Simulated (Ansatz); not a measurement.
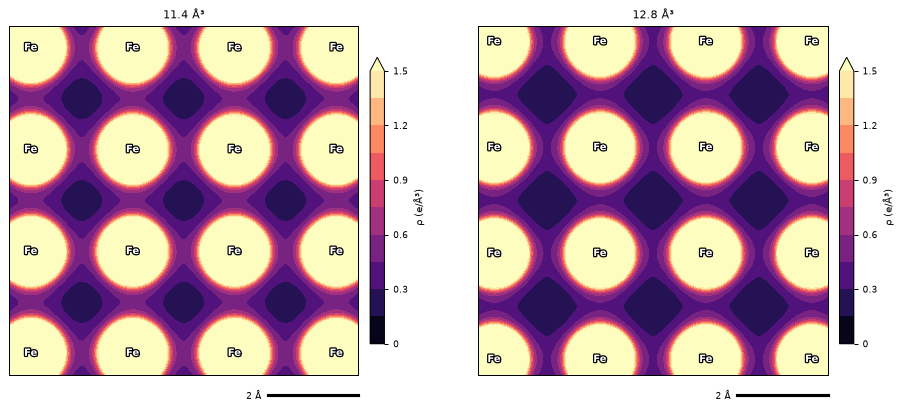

Fe. The valence pseudo-density of cells scaled evenly to different volumes (given per atom above each panel), on the (001) plane of each (indices in the axes of the cell below), at one length scale and on one colour scale.

A generated structure, not necessarily the stable one; computed without spin polarisation.

All numbers below come from Ansatz, DFT, revPBE, plane waves (420 eV) with PAW, scalar-relativistic.

In a PAW calculation such maps are meaningful between the atoms, not at the nuclei.

The largest cell:

```yaml
crystal:
  lattice:
    - [2.34203, 0.00000, 0.00000]
    - [0.00000, 2.34203, 0.00000]
    - [0.00000, 0.00000, 2.34203]
  atoms:
    - { symbol: Fe, position: [0.00000, 0.00000, 0.00000] }
```

| volume (Å³/atom) | Fe–Fe contact in the plane (Å) | ρ at its midpoint (e/Å³) | 
| --- | --- | --- |
| 11.42 | 2.252 | 0.512 | 
| 11.89 | 2.283 | ? | 
| 12.85 | 2.342 | 0.427 | 

**What values belong in the row with question marks?**

Over the known rows ln ρ falls by 2.02 per Å of Fe–Fe distance (the line through the two), which gives 0.481 e/Å³ at 2.283 Å; the calculation gives 0.483 e/Å³.
